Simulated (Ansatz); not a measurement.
# Ti16H2O: geometry relaxation (part 3 of 3)

Continued. System: Ti16H2O (slab, 19 atoms in the cell). Method: DFT PBE+D3(BJ), scalar-relativistic, plane waves, PAW, no spin polarisation (Ansatz 0.2.0); cutoff 420 eV, 4×4×1 k-mesh, Gaussian smearing of 0.1 eV. The structure derives from an entry of the Crystallography Open Database. The input holds or restrains some coordinates. Forces given for the steps count only the free coordinates. It belongs to a series of runs on one base structure; here: 1 H2O a cell, flat, over a bridge Ti-Ti site.

Geometry of the input (Å; fractional positions):
```
5.7103  0.0000  0.0000
0.0000  5.7103  0.0000
0.0000  0.0000  24.0567
Ti 0.2500  0.2500  0.3325
Ti 0.2500  0.7500  0.3325
Ti 0.7500  0.2500  0.3325
Ti 0.7500  0.7500  0.3325
Ti 0.5000  0.5000  0.4165
Ti 0.5000  0.0000  0.4165
Ti 0.0000  0.5000  0.4165
Ti 0.0000  0.0000  0.4165
Ti 0.7500  0.7500  0.5047
Ti 0.7500  0.2500  0.5047
Ti 0.2500  0.7500  0.5047
Ti 0.2500  0.2500  0.5047
Ti 0.0000  0.0000  0.5841
Ti 0.0000  0.5000  0.5841
Ti 0.5000  0.0000  0.5841
Ti 0.5000  0.5000  0.5841
O  0.0000  0.2500  0.6830
H  0.1699  0.2845  0.6830
H  -0.0092  0.0768  0.6830
```

**Output, continued**
```
  k-point 9: bands = ["-54.0833", "-54.0817", "-54.0452", "-54.0451", "-54.0428", "-54.0427", "-53.9779", "-53.9723", "-53.7810", "-53.7806", "-53.7802", "-53.7799", "-53.7157", "-53.7073", "-53.6984", "-53.6921", "-30.5141", "-30.5047", "-30.4665", "-30.4645", "-30.4614", "-30.4585", "-30.4260", "-30.4145", "-30.3868", "-30.3644", "-30.3562", "-30.3556", "-30.3323", "-30.3299", "-30.3291", "-30.3260", "-30.3166", "-30.3153", "-30.3141", "-30.3139", "-30.3035", "-30.3006", "-30.2865", "-30.2678", "-30.1500", "-30.1483", "-30.1385", "-30.1342", "-30.0718", "-30.0692", "-30.0643", "-30.0642", "-30.0191", "-30.0187", "-30.0058", "-30.0031", "-29.9415", "-29.9280", "-29.9216", "-29.9208", "-29.9018", "-29.9016", "-29.8812", "-29.8767", "-29.8423", "-29.8358", "-29.8277", "-29.8224", "-21.0216", "-9.0348", "-5.9795", "-3.8033", "-0.6854", "-0.6784", "-0.6616", "-0.6613", "0.3454", "0.3483", "0.3918", "0.4109", "1.2728", "1.2815", "1.3187", "1.3545", "1.3604", "1.3613", "1.3660", "1.3880", "2.0290", "2.0352", "2.0676", "2.1043", "2.2182", "2.2207", "2.2217", "2.2335", "2.2368", "2.2479", "2.2823", "2.3038", "2.3216", "2.3529", "2.3755", "2.3926", "2.3952", "2.4050", "2.4465", "2.4625", "2.6361", "2.6641", "2.6802", "2.8631", "3.5428", "3.5582", "3.5635", "3.5646", "3.5664", "3.6568", "3.6578", "3.6581", "3.6586", "3.6987", "3.7723", "3.9623"]
--- Relaxed structure (12 steps of the walk, 12 accepted, 0 SCFs on fresh bases) ---
  F+E_penalty+E_count = -40594.22307297 eV   max|allowed force component| = 3.784e-2 eV/Å
  atoms:
    - { symbol: Ti, position: [0.25, 0.25, 0.3325481662] }
    - { symbol: Ti, position: [0.25, 0.7499999999999999, 0.3325481662] }
    - { symbol: Ti, position: [0.7499999999999999, 0.25, 0.3325481662] }
    - { symbol: Ti, position: [0.7499999999999999, 0.7499999999999999, 0.3325481662] }
    - { symbol: Ti, position: [0.5, 0.5, 0.4164703749] }
    - { symbol: Ti, position: [0.5, 0.0, 0.4164703749] }
    - { symbol: Ti, position: [0.0, 0.5, 0.4164703749] }
    - { symbol: Ti, position: [0.0, 0.0, 0.4164703749] }
    - { symbol: Ti, position: [0.752316535529955, 0.7499575477866468, 0.5034719341600034] }
    - { symbol: Ti, position: [0.7532091076840276, 0.25001969193154533, 0.5050643716418118] }
    - { symbol: Ti, position: [0.2478228776559384, 0.7499604626038008, 0.5035096306082378] }
    - { symbol: Ti, position: [0.24669899099214054, 0.24999631358610092, 0.5051091971935402] }
    - { symbol: Ti, position: [-0.00022688222952606517, -0.001492455384510415, 0.5860879113777232] }
    - { symbol: Ti, position: [-6.305304940032959e-5, 0.5012216283305532, 0.5860856015347563] }
    - { symbol: Ti, position: [0.5000874037563005, -0.002540024578429631, 0.5823240665041081] }
    - { symbol: Ti, position: [0.5002682121098362, 0.5028007752155491, 0.5823486241384486] }
    - { symbol: O, position: [0.0008221321777337393, 0.2499667579631215, 0.6622205410986357] }
    - { symbol: H, position: [0.14358957969086575, 0.24903126315741472, 0.6851195642092948] }
    - { symbol: H, position: [-0.14086696959730188, 0.24936159332712507, 0.6854782102228367] }
```

**Trajectory as extended XYZ (Å, eV, eV/Å), 5 of the 12 frames kept, from step=1 to step=12**
```
19
Lattice="5.7103 0.0000 0.0000 0.0000 5.7103 0.0000 0.0000 0.0000 24.0567" Properties=species:S:1:pos:R:3:forces:R:3 step=1 energy=-40593.83740
Ti    1.4276    1.4276    8.0000    0.0187   0.0020   0.5169
Ti    1.4276    4.2827    8.0000    0.0009  -0.0020   0.4966
Ti    4.2827    1.4276    8.0000   -0.0141   0.0022   0.5000
Ti    4.2827    4.2827    8.0000   -0.0043   0.0015   0.5039
Ti    2.8551    2.8551   10.0189   -0.0085  -0.0380  -0.4873
Ti    2.8551    0.0000   10.0189    0.0008   0.0338  -0.4759
Ti    0.0000    2.8551   10.0189    0.0028   0.0148  -0.4576
Ti    0.0000    0.0000   10.0189   -0.0015  -0.0168  -0.4779
Ti    4.2827    4.2827   12.1420   -0.0487   0.0051  -0.0980
Ti    4.2827    1.4276   12.1420    0.0466  -0.0198   0.0115
Ti    1.4276    4.2827   12.1420    0.0337   0.0241  -0.1622
Ti    1.4276    1.4276   12.1420   -0.0403  -0.0310  -0.0059
Ti    0.0000    0.0000   14.0514    0.0902  -0.0465  -0.1257
Ti    0.0000    2.8551   14.0514    0.0811   0.0403   0.5583
Ti    2.8551    0.0000   14.0514   -0.0542  -0.1743  -0.1007
Ti    2.8551    2.8551   14.0514   -0.1014   0.1899  -0.0866
O     0.0000    1.4276   16.4314    0.1724   0.2090  -0.4938
H     0.9704    1.6244   16.4314   -0.2175  -0.1901   0.0434
H    -0.0525    0.4387   16.4314    0.0435  -0.0050   0.3463
19
Lattice="5.7103 0.0000 0.0000 0.0000 5.7103 0.0000 0.0000 0.0000 24.0567" Properties=species:S:1:pos:R:3:forces:R:3 step=4 energy=-40594.08134
Ti    1.4276    1.4276    8.0000    0.0329   0.0005   0.5067
Ti    1.4276    4.2827    8.0000    0.0184  -0.0004   0.5178
Ti    4.2827    1.4276    8.0000   -0.0295   0.0025   0.4875
Ti    4.2827    4.2827    8.0000   -0.0202   0.0024   0.5159
Ti    2.8551    2.8551   10.0189    0.0124  -0.0965  -0.4809
Ti    2.8551    0.0000   10.0189    0.0202   0.0805  -0.4107
Ti    0.0000    2.8551   10.0189    0.0032  -0.0084  -0.5441
Ti    0.0000    0.0000   10.0189    0.0000   0.0089  -0.5209
Ti    4.3039    4.2752   12.1249   -0.0083  -0.0017  -0.0082
Ti    4.3108    1.4316   12.1611    0.0107  -0.0101   0.0016
Ti    1.4133    4.2785   12.1138    0.0049   0.0006  -0.0083
Ti    1.4193    1.4323   12.1505   -0.0116  -0.0065   0.0125
Ti    0.0308   -0.0055   14.0687   -0.0025   0.0050   0.0187
Ti    0.0088    2.8526   14.1459   -0.0413   0.0171   0.0480
Ti    2.8757   -0.0111   14.0140    0.0291   0.0159  -0.0173
Ti    2.8527    2.8878   14.0227    0.0033   0.0012  -0.0113
O     0.0742    1.4607   16.0784   -0.0535  -0.6421   0.2372
H     1.0464    1.3907   16.2707   -0.1517  -0.0723  -0.0208
H    -0.3707    0.6714   16.5255    0.1838   0.7045  -0.3225
19
Lattice="5.7103 0.0000 0.0000 0.0000 5.7103 0.0000 0.0000 0.0000 24.0567" Properties=species:S:1:pos:R:3:forces:R:3 step=7 energy=-40594.21165
Ti    1.4276    1.4276    8.0000    0.0323  -0.0016   0.4941
Ti    1.4276    4.2827    8.0000    0.0168   0.0016   0.5090
Ti    4.2827    1.4276    8.0000   -0.0323  -0.0015   0.4932
Ti    4.2827    4.2827    8.0000   -0.0171   0.0019   0.5145
Ti    2.8551    2.8551   10.0189    0.0008  -0.1019  -0.4833
Ti    2.8551    0.0000   10.0189    0.0022   0.0848  -0.4346
Ti    0.0000    2.8551   10.0189    0.0116  -0.0257  -0.5752
Ti    0.0000    0.0000   10.0189    0.0095   0.0091  -0.5293
Ti    4.3022    4.2712   12.1083   -0.0055   0.0064   0.0060
Ti    4.3057    1.4269   12.1493   -0.0006  -0.0049  -0.0043
Ti    1.4157    4.2716   12.1117    0.0149   0.0067   0.0109
Ti    1.4098    1.4290   12.1530    0.0086  -0.0100   0.0039
Ti    0.0094   -0.0014   14.0815   -0.0012  -0.0105   0.0087
Ti   -0.0039    2.8683   14.1227    0.0141  -0.0071  -0.0091
Ti    2.8726   -0.0296   13.9946   -0.0205   0.0200   0.0171
Ti    2.8628    2.8619   14.0169   -0.0173  -0.0008  -0.0007
O     0.0558    1.3729   15.9497   -0.0187  -0.1106   0.1558
H     0.9026    1.1785   16.4239   -0.0985   0.0509  -0.0701
H    -0.7203    1.1320   16.5127    0.1022   0.0935  -0.1066
19
Lattice="5.7103 0.0000 0.0000 0.0000 5.7103 0.0000 0.0000 0.0000 24.0567" Properties=species:S:1:pos:R:3:forces:R:3 step=9 energy=-40594.22246
Ti    1.4276    1.4276    8.0000    0.0315  -0.0002   0.4951
Ti    1.4276    4.2827    8.0000    0.0144   0.0002   0.5084
Ti    4.2827    1.4276    8.0000   -0.0316  -0.0003   0.4953
Ti    4.2827    4.2827    8.0000   -0.0145   0.0002   0.5109
Ti    2.8551    2.8551   10.0189    0.0006  -0.0997  -0.4665
Ti    2.8551    0.0000   10.0189    0.0008   0.0899  -0.4566
Ti    0.0000    2.8551   10.0189    0.0036  -0.0194  -0.5507
Ti    0.0000    0.0000   10.0189    0.0032   0.0118  -0.5392
Ti    4.2973    4.2789   12.1110   -0.0012  -0.0013   0.0029
Ti    4.3022    1.4258   12.1498   -0.0008   0.0011  -0.0001
Ti    1.4162    4.2784   12.1126    0.0006   0.0019   0.0020
Ti    1.4093    1.4261   12.1515    0.0012  -0.0017  -0.0002
Ti    0.0011   -0.0119   14.0945   -0.0013  -0.0008  -0.0014
Ti    0.0000    2.8585   14.1043    0.0012   0.0010  -0.0003
Ti    2.8589   -0.0177   14.0062    0.0003  -0.0026  -0.0006
Ti    2.8583    2.8675   14.0113   -0.0004   0.0022  -0.0009
O     0.0222    1.4043   15.9317   -0.0038   0.0023   0.0012
H     0.8483    1.3568   16.4658    0.0091   0.0080   0.0016
H    -0.7786    1.3566   16.5015   -0.0126   0.0072  -0.0011
19
Lattice="5.7103 0.0000 0.0000 0.0000 5.7103 0.0000 0.0000 0.0000 24.0567" Properties=species:S:1:pos:R:3:forces:R:3 step=12 energy=-40594.22307
Ti    1.4276    1.4276    8.0000    0.0314  -0.0001   0.4955
Ti    1.4276    4.2827    8.0000    0.0142   0.0001   0.5089
Ti    4.2827    1.4276    8.0000   -0.0314  -0.0001   0.4957
Ti    4.2827    4.2827    8.0000   -0.0142   0.0000   0.5101
Ti    2.8551    2.8551   10.0189   -0.0007  -0.0952  -0.4613
Ti    2.8551    0.0000   10.0189   -0.0008   0.0947  -0.4611
Ti    0.0000    2.8551   10.0189    0.0012  -0.0155  -0.5441
Ti    0.0000    0.0000   10.0189    0.0014   0.0155  -0.5435
Ti    4.2959    4.2825   12.1119   -0.0004   0.0014  -0.0006
Ti    4.3010    1.4277   12.1502    0.0010  -0.0010   0.0001
Ti    1.4151    4.2825   12.1128    0.0003   0.0009  -0.0007
Ti    1.4087    1.4275   12.1512   -0.0001  -0.0003  -0.0001
Ti   -0.0013   -0.0085   14.0993    0.0021   0.0002  -0.0029
Ti   -0.0004    2.8621   14.0993    0.0024   0.0029   0.0023
Ti    2.8556   -0.0145   14.0088   -0.0016  -0.0020  -0.0004
Ti    2.8567    2.8711   14.0094   -0.0045  -0.0006  -0.0018
O     0.0047    1.4274   15.9308    0.0006  -0.0029  -0.0004
H     0.8199    1.4220   16.4817    0.0368   0.0017   0.0026
H    -0.8044    1.4239   16.4903   -0.0378   0.0004   0.0019
```

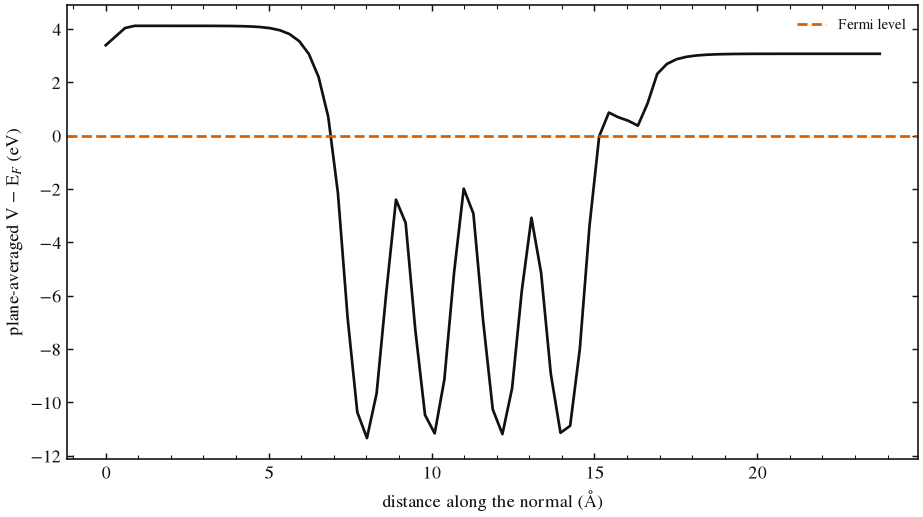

*Plane average of the electrostatic potential energy of an electron across the cell, from the Fermi level.*

The vacuum level lies 3.07 eV above the Fermi level on the upper side and 4.11 eV on the lower.

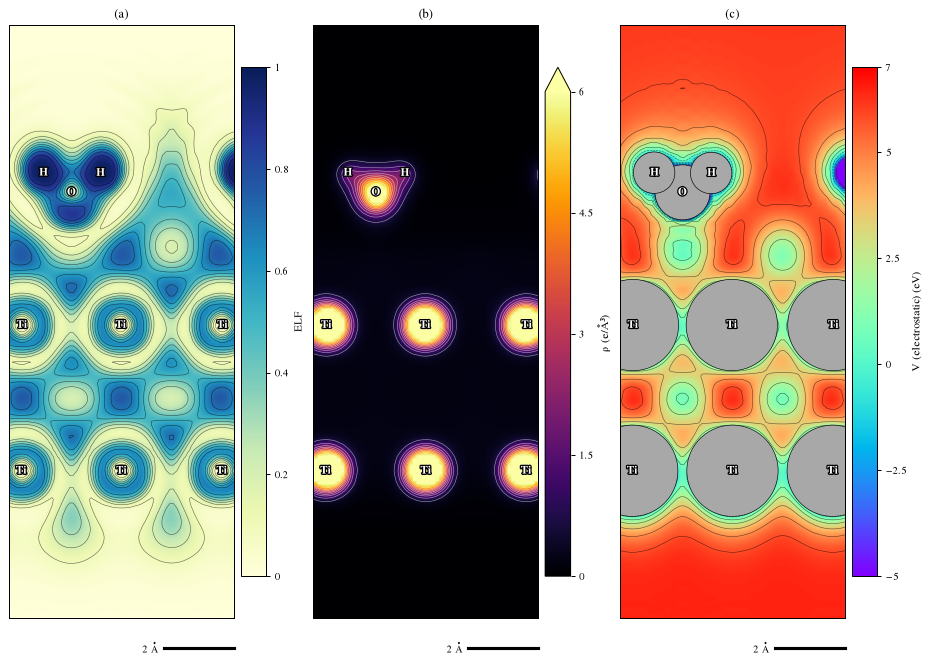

*(a) ELF; (b) valence electron density; (c) electrostatic potential energy of an electron on the (010) plane of the calculation cell, a cut from vacuum to vacuum. Grey discs, where drawn, cover atomic cores.*

Atoms in the plane: Ti, O and H. O–H (0.98 Å): the density is about 3.7 e/Å³ at the midpoint; the ELF climbs to about 1 towards the hydrogen, as it does in any bond to H; a covalent bond by its length. Ti–Ti (2.82 Å): the density is about 0.2 e/Å³ at the midpoint; the ELF is about 0.20 at the midpoint (no localised pair between them). Ti–Ti (2.86 Å): ρ at the midpoint is about 0.2 e/Å³; the ELF is about 0.25 at the midpoint; no shared electron pair. Ti–Ti (2.89 Å): the density is about 0.2 e/Å³ at the midpoint; the ELF is about 0.25 at the midpoint; no shared electron pair. The density dies away to nearly zero in the vacuum. The strong features right at Ti lie inside the PAW spheres (semicore, d or f shells) and say nothing about bonding. In a PAW calculation such maps are meaningful between the atoms, not at the nuclei.
